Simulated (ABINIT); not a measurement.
## Run report: CsPbBr$_{3}$, optical-spectrum calculation (part 2 of 2)

Continued. System: CsPbBr$_{3}$ (Pm-3m, 5 atoms in the cell). Method: Kohn-Sham DFT of a periodic cell, PBEsol, PseudoDojo NC SR PBEsol v0.4.1 standard, no spin polarisation (ABINIT 10.8.3); cutoff 653.07 eV, 6×6×6 k-mesh, fixed occupations. The structure derives from an entry of the Crystallography Open Database.

Geometry of the input (Å; fractional positions):
```
5.8700  0.0000  0.0000
0.0000  5.8700  0.0000
0.0000  0.0000  5.8700
Pb 0.5000  0.5000  0.5000
Cs 0.0000  0.0000  0.0000
Br 0.5000  0.5000  0.0000
Br 0.5000  0.0000  0.5000
Br 0.0000  0.5000  0.5000
```

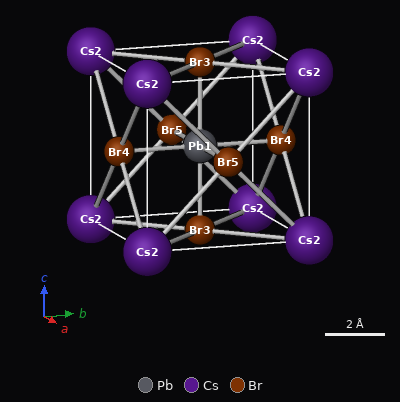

Fig. 1: The structure as given in the input (ball-and-stick view of the cell of the calculation, seen slightly off an axis; atoms are numbered from 1 in the order of the input). An atom can appear more than once, as a periodic image.

**Output, continued**
```
--- !ResultsGS
iteration_state: {dtset: 1, }
comment   : Summary of ground state results
lattice_vectors:
- [ 11.0926924,   0.0000000,   0.0000000, ]
- [  0.0000000,  11.0926924,   0.0000000, ]
- [  0.0000000,   0.0000000,  11.0926924, ]
lattice_lengths: [  11.09269,   11.09269,   11.09269, ]
lattice_angles: [ 90.000,  90.000,  90.000, ] # degrees, (23, 13, 12)
lattice_volume:   1.3649317E+03
convergence: {deltae: -7.674E-13, res2:  1.216E-13, residm:  4.675E-16, diffor: null, }
etotal    :  -1.41019683E+02
entropy   :   0.00000000E+00
fermie    :   4.80538427E-02
cartesian_stress_tensor: # hartree/bohr^3
- [  3.61965647E-06,   0.00000000E+00,   0.00000000E+00, ]
- [  0.00000000E+00,   3.61965647E-06,   0.00000000E+00, ]
- [  0.00000000E+00,   0.00000000E+00,   3.61965647E-06, ]
pressure_GPa:  -1.0649E-01
xred      :
- [  5.0000E-01,   5.0000E-01,   5.0000E-01, Pb]
- [  0.0000E+00,   0.0000E+00,   0.0000E+00, Cs]
- [  5.0000E-01,   5.0000E-01,   0.0000E+00, Br]
- [  5.0000E-01,   0.0000E+00,   5.0000E-01, Br]
- [  0.0000E+00,   5.0000E-01,   5.0000E-01, Br]
cartesian_forces: # hartree/bohr
- [ -0.00000000E+00,  -0.00000000E+00,  -0.00000000E+00, ]
- [ -0.00000000E+00,  -0.00000000E+00,  -0.00000000E+00, ]
- [ -0.00000000E+00,  -0.00000000E+00,  -0.00000000E+00, ]
- [ -0.00000000E+00,  -0.00000000E+00,  -0.00000000E+00, ]
- [ -0.00000000E+00,  -0.00000000E+00,  -0.00000000E+00, ]
force_length_stats: {min:   0.00000000E+00, max:   0.00000000E+00, mean:   0.00000000E+00, }
...

 Integrated electronic density in atomic spheres:
 ------------------------------------------------
 Atom  Sphere_radius  Integrated_density
    1        2.00000         10.05950115
    2        2.00000          4.47551250
    3        2.00000          4.21415391
    4        2.00000          4.21415391
    5        2.00000          4.21415391
================================================================================

 ----iterations are completed or convergence reached----

 Mean square residual over all n,k,spin=   18.748E-18; max=  46.755E-17
 reduced coordinates (array xred) for    5 atoms
       0.500000000000      0.500000000000      0.500000000000
       0.000000000000      0.000000000000      0.000000000000
       0.500000000000      0.500000000000      0.000000000000
       0.500000000000      0.000000000000      0.500000000000
       0.000000000000      0.500000000000      0.500000000000
 rms dE/dt=  0.0000E+00; max dE/dt=  0.0000E+00; dE/dt below (all hartree)
    1       0.000000000000      0.000000000000      0.000000000000
    2       0.000000000000      0.000000000000      0.000000000000
    3       0.000000000000      0.000000000000      0.000000000000
    4       0.000000000000      0.000000000000      0.000000000000
    5       0.000000000000      0.000000000000      0.000000000000

 cartesian coordinates (angstrom) at end:
    1      2.93499999802123     2.93499999802123     2.93499999802123
    2      0.00000000000000     0.00000000000000     0.00000000000000
    3      2.93499999802123     2.93499999802123     0.00000000000000
    4      2.93499999802123     0.00000000000000     2.93499999802123
    5      0.00000000000000     2.93499999802123     2.93499999802123

 cartesian forces (hartree/bohr) at end:
    1     -0.00000000000000    -0.00000000000000    -0.00000000000000
    2     -0.00000000000000    -0.00000000000000    -0.00000000000000
    3     -0.00000000000000    -0.00000000000000    -0.00000000000000
    4     -0.00000000000000    -0.00000000000000    -0.00000000000000
    5     -0.00000000000000    -0.00000000000000    -0.00000000000000
 frms,max,avg= 0.0000000E+00 0.0000000E+00   0.000E+00  0.000E+00  0.000E+00 h/b

 cartesian forces (eV/Angstrom) at end:
    1     -0.00000000000000    -0.00000000000000    -0.00000000000000
    2     -0.00000000000000    -0.00000000000000    -0.00000000000000
    3     -0.00000000000000    -0.00000000000000    -0.00000000000000
    4     -0.00000000000000    -0.00000000000000    -0.00000000000000
    5     -0.00000000000000    -0.00000000000000    -0.00000000000000
 frms,max,avg= 0.0000000E+00 0.0000000E+00   0.000E+00  0.000E+00  0.000E+00 e/A
 length scales= 11.092692351600 11.092692351600 11.092692351600 bohr
              =  5.869999996042  5.869999996042  5.869999996042 angstroms
 Fermi (or HOMO) energy (hartree) =   0.04805   Average Vxc (hartree)=  -0.29291
 Eigenvalues (hartree) for nkpt=  10  k points:
 kpt#   1, nband= 22, wtk=  0.03704, kpt=  0.0833  0.0833  0.0833 (reduced coord)
  -0.72182   -0.55100   -0.55100   -0.54492   -0.54492   -0.54492   -0.47804   -0.45265
  -0.45265   -0.23549   -0.23549   -0.23527   -0.19992   -0.09089   -0.09089   -0.08528
  -0.01506   -0.01506   -0.01183   -0.01086   -0.00844   -0.00844
 prteigrs : prtvol=0 or 1, do not print more k-points.

--- !EnergyTerms
iteration_state     : {dtset: 1, }
comment             : Components of total free energy in Hartree
kinetic             :  5.28480481570534E+01
hartree             :  3.34958793441439E+01
xc                  : -4.21023084484647E+01
Ewald energy        : -8.35218629308700E+01
psp_core            :  3.20101855723664E+00
local_psp           : -1.00585681604378E+02
non_local_psp       : -4.35477656822358E+00
total_energy        : -1.41019683493503E+02
total_energy_eV     : -3.83734107582769E+03
band_energy         : -1.20550015121450E+01
...

 Cartesian components of stress tensor (hartree/bohr^3)
  sigma(1 1)=  3.61965647E-06  sigma(3 2)=  0.00000000E+00
  sigma(2 2)=  3.61965647E-06  sigma(3 1)=  0.00000000E+00
  sigma(3 3)=  3.61965647E-06  sigma(2 1)=  0.00000000E+00

-Cartesian components of stress tensor (GPa)         [Pressure= -1.0649E-01 GPa]
- sigma(1 1)=  1.06493970E-01  sigma(3 2)=  0.00000000E+00
- sigma(2 2)=  1.06493970E-01  sigma(3 1)=  0.00000000E+00
- sigma(3 3)=  1.06493970E-01  sigma(2 1)=  0.00000000E+00

================================================================================
== DATASET  2 ==================================================================

--- !DatasetInfo
iteration_state: {dtset: 2, }
dimensions: {natom: 5, nkpt: 10, mband: 32, nsppol: 1, nspinor: 1, nspden: 1, mpw: 7679, }
cutoff_energies: {ecut:  24.0, pawecutdg:  -1.0, }
electrons: {nelect:   4.40000000E+01, charge:   0.00000000E+00, occopt:   1.00000000E+00, tsmear:   1.00000000E-02, }
meta: {optdriver: 0, ionmov: 0, optcell: 0, iscf: -2, paral_kgb: 0, }
...

 mkfilename : getden/=0, take file _DEN from output of DATASET   1.

 Real(R)+Recip(G) space primitive vectors, cartesian coordinates (Bohr,Bohr^-1):
 R(1)= 11.0926924  0.0000000  0.0000000  G(1)=  0.0901494  0.0000000  0.0000000
 R(2)=  0.0000000 11.0926924  0.0000000  G(2)=  0.0000000  0.0901494  0.0000000
 R(3)=  0.0000000  0.0000000 11.0926924  G(3)=  0.0000000  0.0000000  0.0901494
 Unit cell volume ucvol=  1.3649317E+03 bohr^3
 Angles (23,13,12)=  9.00000000E+01  9.00000000E+01  9.00000000E+01 degrees

 getcut: wavevector=  0.0000  0.0000  0.0000  ngfft=  50  50  50
         ecut(hartree)=     24.000   => boxcut(ratio)=   2.04391
--------------------------------------------------------------------------------

================================================================================
 Non-SCF case, kpt    1 (  0.08333  0.08333  0.08333), residuals and eigenvalues=
  7.11E-13  8.38E-13  8.50E-13  9.87E-13  4.54E-13  9.42E-13  9.19E-13  7.27E-13
  9.23E-13  9.37E-13  9.13E-13  6.69E-13  5.61E-13  4.58E-13  3.72E-13  5.22E-13
  9.02E-13  7.67E-13  8.44E-13  9.01E-13  3.98E-13  9.81E-13  8.96E-13  7.04E-13
  9.10E-13  9.11E-13  9.02E-13  7.89E-13  9.94E-13  4.21E-12  1.59E-12  7.57E-06
 -7.2182E-01 -5.5100E-01 -5.5100E-01 -5.4492E-01 -5.4492E-01 -5.4492E-01
 -4.7804E-01 -4.5265E-01 -4.5265E-01 -2.3549E-01 -2.3549E-01 -2.3527E-01
 -1.9992E-01 -9.0889E-02 -9.0889E-02 -8.5282E-02 -1.5063E-02 -1.5063E-02
 -1.1832E-02 -1.0857E-02 -8.4387E-03 -8.4387E-03  1.8018E-01  2.1983E-01
  2.1983E-01  2.4472E-01  2.4618E-01  2.4618E-01  2.7356E-01  2.7356E-01
  2.7903E-01  3.3913E-01
 prteigrs : prtvol=0 or 1, do not print more k-points.

--- !ResultsGS
iteration_state: {dtset: 2, }
comment   : Summary of ground state results
lattice_vectors:
- [ 11.0926924,   0.0000000,   0.0000000, ]
- [  0.0000000,  11.0926924,   0.0000000, ]
- [  0.0000000,   0.0000000,  11.0926924, ]
lattice_lengths: [  11.09269,   11.09269,   11.09269, ]
lattice_angles: [ 90.000,  90.000,  90.000, ] # degrees, (23, 13, 12)
lattice_volume:   1.3649317E+03
convergence: {deltae:  0.000E+00, res2:  0.000E+00, residm:  9.994E-13, diffor:  0.000E+00, }
etotal    :  -1.41019683E+02
entropy   :   0.00000000E+00
fermie    :   4.80538427E-02
cartesian_stress_tensor: null
pressure_GPa: null
xred      :
- [  5.0000E-01,   5.0000E-01,   5.0000E-01, Pb]
- [  0.0000E+00,   0.0000E+00,   0.0000E+00, Cs]
- [  5.0000E-01,   5.0000E-01,   0.0000E+00, Br]
- [  5.0000E-01,   0.0000E+00,   5.0000E-01, Br]
- [  0.0000E+00,   5.0000E-01,   5.0000E-01, Br]
cartesian_forces: null
force_length_stats: {min: null, max: null, mean: null, }
...

 Integrated electronic density in atomic spheres:
 ------------------------------------------------
 Atom  Sphere_radius  Integrated_density
    1        2.00000         10.05950115
    2        2.00000          4.47551250
    3        2.00000          4.21415391
    4        2.00000          4.21415391
    5        2.00000          4.21415391
================================================================================

 ----iterations are completed or convergence reached----

 Mean square residual over all n,k,spin=   68.366E-14; max=  99.941E-14
 reduced coordinates (array xred) for    5 atoms
       0.500000000000      0.500000000000      0.500000000000
       0.000000000000      0.000000000000      0.000000000000
       0.500000000000      0.500000000000      0.000000000000
       0.500000000000      0.000000000000      0.500000000000
       0.000000000000      0.500000000000      0.500000000000

 cartesian coordinates (angstrom) at end:
    1      2.93499999802123     2.93499999802123     2.93499999802123
    2      0.00000000000000     0.00000000000000     0.00000000000000
    3      2.93499999802123     2.93499999802123     0.00000000000000
    4      2.93499999802123     0.00000000000000     2.93499999802123
    5      0.00000000000000     2.93499999802123     2.93499999802123
 length scales= 11.092692351600 11.092692351600 11.092692351600 bohr
              =  5.869999996042  5.869999996042  5.869999996042 angstroms
 Eigenvalues (hartree) for nkpt=  10  k points:
 kpt#   1, nband= 32, wtk=  0.03704, kpt=  0.0833  0.0833  0.0833 (reduced coord)
  -0.72182   -0.55100   -0.55100   -0.54492   -0.54492   -0.54492   -0.47804   -0.45265
  -0.45265   -0.23549   -0.23549   -0.23527   -0.19992   -0.09089   -0.09089   -0.08528
  -0.01506   -0.01506   -0.01183   -0.01086   -0.00844   -0.00844    0.18018    0.21983
   0.21983    0.24472    0.24618    0.24618    0.27356    0.27356    0.27903    0.33913
 prteigrs : prtvol=0 or 1, do not print more k-points.

================================================================================
== DATASET  3 ==================================================================

--- !DatasetInfo
iteration_state: {dtset: 3, }
dimensions: {natom: 5, nkpt: 10, mband: 28, nsppol: 1, nspinor: 1, nspden: 1, mpw: 7679, }
cutoff_energies: {ecut:  24.0, pawecutdg:  -1.0, }
electrons: {nelect:   4.40000000E+01, charge:   0.00000000E+00, occopt:   1.00000000E+00, tsmear:   1.00000000E-02, }
meta: {optdriver: 8, wfk_task: 7, }
...

 mkfilename : getwfk/=0, take file _WFK from output of DATASET   2.

--------------------------------------------------------------------------------

 Computation of velocity matrix elements (DDK)

 Parameters extracted from the Abinit header:
    ecut:     24.0
    nkpt:    216
    mband:   32
    nsppol:  1
    nspinor: 1
    useylm:  0
    inclvkb: 2
    bmin: 1, bmax: 32
    Computing diagonal and off-diagonal matrix elements
    Between band index bmin: 1, bmax: 32

== END DATASET(S) ==============================================================
================================================================================

 -outvars: echo values of variables after computation  --------
            acell      1.1092692352E+01  1.1092692352E+01  1.1092692352E+01 Bohr
           etotal1    -1.4101968349E+02
           etotal3     0.0000000000E+00
            fcart1    -0.0000000000E+00 -0.0000000000E+00 -0.0000000000E+00
                      -0.0000000000E+00 -0.0000000000E+00 -0.0000000000E+00
                      -0.0000000000E+00 -0.0000000000E+00 -0.0000000000E+00
                      -0.0000000000E+00 -0.0000000000E+00 -0.0000000000E+00
                      -0.0000000000E+00 -0.0000000000E+00 -0.0000000000E+00
            fcart3     0.0000000000E+00  0.0000000000E+00  0.0000000000E+00
                       0.0000000000E+00  0.0000000000E+00  0.0000000000E+00
                       0.0000000000E+00  0.0000000000E+00  0.0000000000E+00
                       0.0000000000E+00  0.0000000000E+00  0.0000000000E+00
                       0.0000000000E+00  0.0000000000E+00  0.0000000000E+00
           strten1     3.6196564729E-06  3.6196564729E-06  3.6196564729E-06
                       0.0000000000E+00  0.0000000000E+00  0.0000000000E+00
           strten3     0.0000000000E+00  0.0000000000E+00  0.0000000000E+00
                       0.0000000000E+00  0.0000000000E+00  0.0000000000E+00
           xangst      2.9349999980E+00  2.9349999980E+00  2.9349999980E+00
                       0.0000000000E+00  0.0000000000E+00  0.0000000000E+00
                       2.9349999980E+00  2.9349999980E+00  0.0000000000E+00
                       2.9349999980E+00  0.0000000000E+00  2.9349999980E+00
                       0.0000000000E+00  2.9349999980E+00  2.9349999980E+00
             xred      5.0000000000E-01  5.0000000000E-01  5.0000000000E-01
                       0.0000000000E+00  0.0000000000E+00  0.0000000000E+00
                       5.0000000000E-01  5.0000000000E-01  0.0000000000E+00
                       5.0000000000E-01  0.0000000000E+00  5.0000000000E-01
                       0.0000000000E+00  5.0000000000E-01  5.0000000000E-01
 Calculation completed.
```

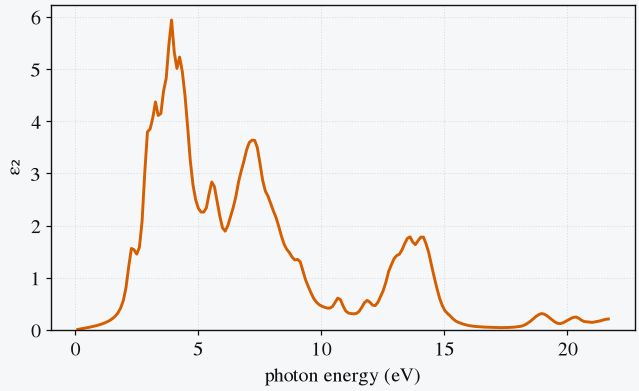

Fig. 2: Imaginary part of the dielectric function (first component that the program prints). The highest peak, 5.9, lies at 3.92 eV.

**Key numbers**

| quantity | value |
| --- | --- |
| outcome | converged |
| space group (tolerance 0.01 Å) | Pm-3m (221) |
| electrons treated | 44 |
| free energy | −3837.3411 eV |
| Fermi energy | 1.308 eV |
| pressure | −0.11 GPa |
| largest force (length of the vector) | under 0.001 eV/Å |
| hardware | 1 thread of Arm Neoverse V2, 112 GiB of memory available, shared host |
| wall time | 4.8 min |
| peak memory | 0.93 GiB |

Points of doubt noted for this run: cutoff too low for stress. Spin–orbit coupling is left out, which matters for Pb.
